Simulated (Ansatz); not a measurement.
# Mg: 5 runs along one coordinate

System: Mg (P6/mmm, 3 atoms in the cell).
Method: DFT, revPBE, plane waves (420 eV) with PAW, scalar-relativistic, no spin polarisation (Ansatz 0.2.0).

The 5 runs differ only in the geometry, by an even scaling of the cell at fixed fractional positions.

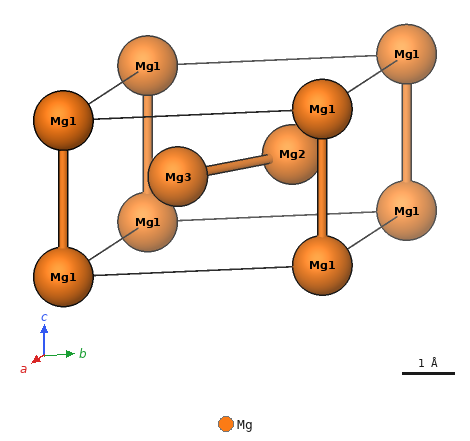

Figure 1. The structure of run 3 (ball-and-stick view of the cell of the calculation, seen slightly off an axis; atoms are numbered from 1 in the order of the input).

## Input of run 3
```yaml
crystal:
  lattice:
    - [5.0807607706, 0.0, 0.0]
    - [-2.5403803853, 4.4000678979, 0.0]
    - [0.0, 0.0, 3.0818374852]
  atoms:
    - { symbol: Mg, position: [1.0, 1.0, 0.0] }
    - { symbol: Mg, position: [0.3333333333, 0.6666666667, 0.5] }
    - { symbol: Mg, position: [0.6666666667, 0.3333333333, 0.5] }
hamiltonian:
  xc: revpbe
  pseudopotentials:
    kind: paw
    azcp:
      Mg: "pseudopotentials/Mg.paw.azcp"
basis:
  ecutwfc: 420
  fft_grid_basis: typed
kpoints:
  mp_grid: { grid: [8, 8, 11], shift: [0, 0, 0] }
magnetization:
  spin_polarized: false
scf:
  occupations: { method: fermi_dirac, width: 0.1 }
  lower_state_search: "off"
output:
  stress: true
```

Lattice vectors (Å) and fractional positions of run 3:
```
   5.080761    0.000000    0.000000
  -2.540380    4.400068    0.000000
   0.000000    0.000000    3.081837
Mg  1.000000  1.000000  0.000000
Mg  0.333333  0.666667  0.500000
Mg  0.666667  0.333333  0.500000
```

Run 2 differs from it as follows:
```diff
-    - [5.0807607706, 0.0, 0.0]
-    - [-2.5403803853, 4.4000678979, 0.0]
-    - [0.0, 0.0, 3.0818374852]
+    - [5.0091912265, 0.0, 0.0]
+    - [-2.5045956132, 4.3380868545, 0.0]
+    - [0.0, 0.0, 3.0384255408]
```

## Results, with one run withheld

| run | volume per atom (Å³) | free energy per atom, from the lowest run given (meV) | pressure (GPa) |
| --- | --- | --- | --- |
| 1 | 21.052 | 42.66 | 5.32 |
| 2 | 22.009 | ? | ? |
| 3 | 22.966 | 3.99 | 1.41 |
| 4 | 23.922 | 0.00 | −0.03 |
| 5 | 24.879 | 3.78 | −1.20 |

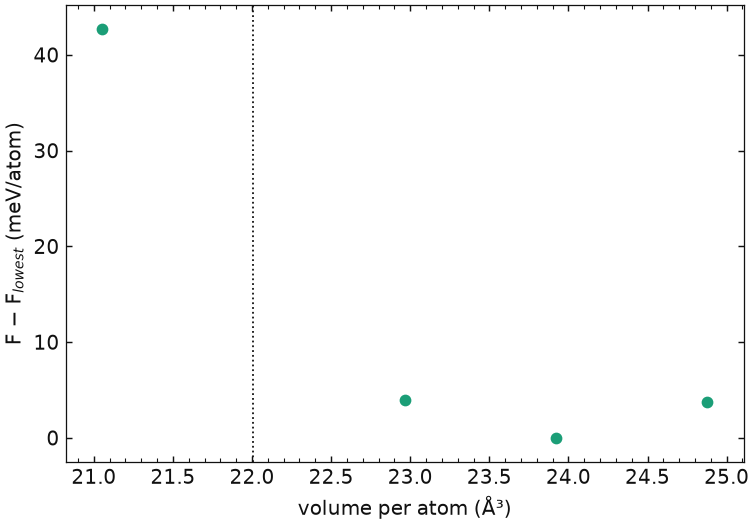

Figure 2. Free energy per atom of the runs given; the dotted line marks run 2.

What should run 2 give?

A quadratic polynomial in V^(−2/3) (the Birch–Murnaghan form), fitted to the 4 runs given, misses them by under 0.01 meV per atom. With x = V^(−2/3) − 0.12318 Å⁻², it reads F = 2.6784 + 2008 x + 3.7611e+05 x² (meV per atom). At run 2 it gives 17.49 meV per atom, and the run itself gives 17.50. The slope of the fit gives a pressure −dF/dV of 3.17 GPa there, and the run prints 3.17 GPa. The fit has its minimum at 23.904 Å³ per atom, where V d²F/dV² gives 32.5 GPa. Cell shape and fractional positions are held, so this is the stiffness under even scaling; the relaxed bulk modulus wasn't computed.

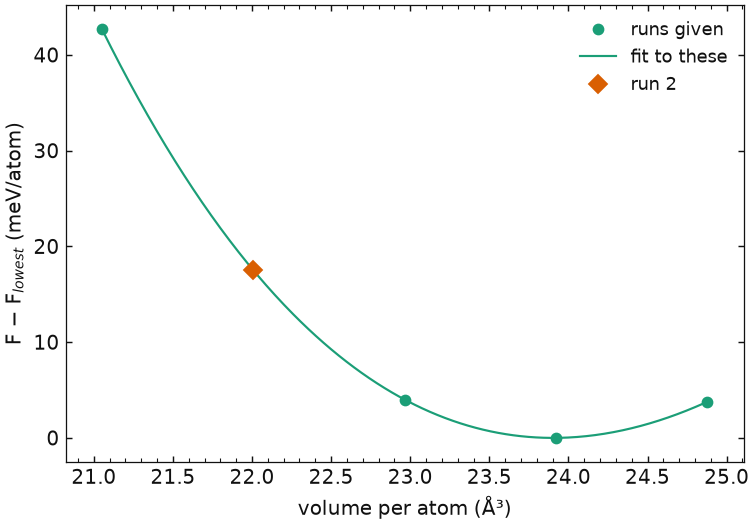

Figure 3. The fit and the withheld run.

## Output, shortened to warnings, some set-up lines, iterations and results (run 2)
```
Basis set: ecut = 420 eV, 1301 PW (Γ)
Symmetry: 24 space group operations
k-points: 60 of 704
Initial density: superposition of atomic densities (neutral atoms: chi_scale 0, normalization atom), corrected by the library's trained network
[...]
SCF iter   1: F=—  HF=-5777.330842 eV  |F-HF|=—  |Δ(HF+E_count)|=         —  Δρ=2.37e-3  dr2=1.89e-3  ethr=1.77e-3  ⟨swp⟩=5.1  Hψ=4917  notcnv=0
SCF iter   2: F=—  HF=-5777.329326 eV  |F-HF|=—  |Δ(HF+E_count)|=   1.52e-3  Δρ=1.03e-3  dr2=6.28e-4  ethr=6.29e-6  ⟨swp⟩=2.0  Hψ=2413  notcnv=0
SCF iter   3: F=—  HF=-5777.329395 eV  |F-HF|=—  |Δ(HF+E_count)|=   6.82e-5  Δρ=3.03e-4  dr2=4.95e-5  ethr=2.09e-6  ⟨swp⟩=1.6  Hψ=1233  notcnv=0
SCF iter   4: F=—  HF=-5777.329411 eV  |F-HF|=—  |Δ(HF+E_count)|=   1.60e-5  Δρ=3.33e-5  dr2=1.63e-6  ethr=1.65e-7  ⟨swp⟩=2.1  Hψ=1732  notcnv=0
SCF iter   5: F=-5777.329410 eV  HF=-5777.329410 eV  |F-HF|=1.83e-8  |Δ(HF+E_count)|=   4.13e-7  Δρ=7.42e-6  dr2=5.14e-8  ethr=5.42e-9  ⟨swp⟩=2.0  Hψ=1351  notcnv=0
SCF iter   6: F=-5777.329410 eV  HF=-5777.329410 eV  |F-HF|=2.18e-10  |Δ(HF+E_count)|=   4.26e-9  Δρ=1.22e-6  dr2=5.36e-10  ethr=1.71e-10  ⟨swp⟩=2.9  Hψ=3738  notcnv=0
SCF 1 converged in 6 iterations: F = -5777.329410 eV  dr2 = 5.36e-10
SCF converged after 6 iterations
Free energy (F): -5777.329410 eV
Harris-Foulkes:  -5777.329410 eV  (|F-HF|=2.18e-10)
Internal energy: -5777.290768 eV  (E = F + TS)
E sigma→0 (E₀):  -5777.310089 eV
Entropy (-TS):   -0.038642 eV (-12.881 meV/atom)
Fermi energy:    6.133281 eV
--- Per-component energies (eV) ---
  E_band       = -1059.220912
  E_kinetic    = 224.903610
  E_local      = -4817.438495  (includes V_loc(G=0)·N_el)
  E_nonlocal   = 287.094878
  E_hartree    = 1719.190728
  E_xc         = -85.847952
  E_vxc        = -110.457608  (∫ρ·V_xc dr)
  E_paw        = -882.570272  (= ΣΔE_a)
  E_vpaw       = -81.704206  (= ΣTr[D̂ρ^β])
  E_aug_tail   = -0.000012  (compensation charges beyond the density's cutoff)
  E_ewald      = -2222.568163
  E_core_change = -0.055090  (= ΣΔE_core)
  E_smearing   = -0.038642  (= −TS)
  E_closure    = -0.000000  (closes the sum)
  Σ components = -5777.329410   (vs F -5777.329410, Δ=0.00e0)
--- Stress (GPa, compression-positive) ---
        3.125137      -0.000000       0.000000
       -0.000000       3.125137       0.000000
        0.000000       0.000000       3.262166
  P = ⅓ Tr σ = 3.1708 GPa (31.708 kbar)
```
